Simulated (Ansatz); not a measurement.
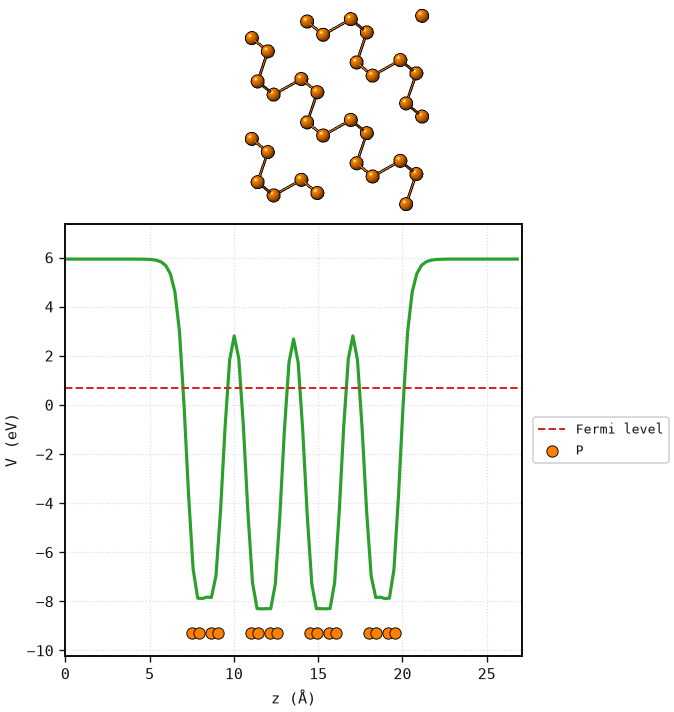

Write a caption with the findings.

Plane-averaged electrostatic potential energy of an electron across the slab; circles at the bottom mark the heights of the atoms. The structure is drawn too. System: a (021) slab cut from P (Cmce), unrelaxed, 16 atoms in the cell. Level of theory: DFT r2SCAN, scalar-relativistic, plane waves, PAW, no spin polarisation, 11×5×1 k mesh, 500 eV cutoff, Gaussian smearing of 0.05 eV; code Ansatz 0.2.0.

The work function is 5.27 eV, the same on both faces. The two vacuum levels agree, so the slab has no net dipole along its normal. The outermost atoms are 12.1 Å apart, which leaves 15.0 Å of vacuum in a cell 27.1 Å high.

The atoms aren't at rest in this cell (largest force 1.3 eV/Å), so the relaxed material can differ.
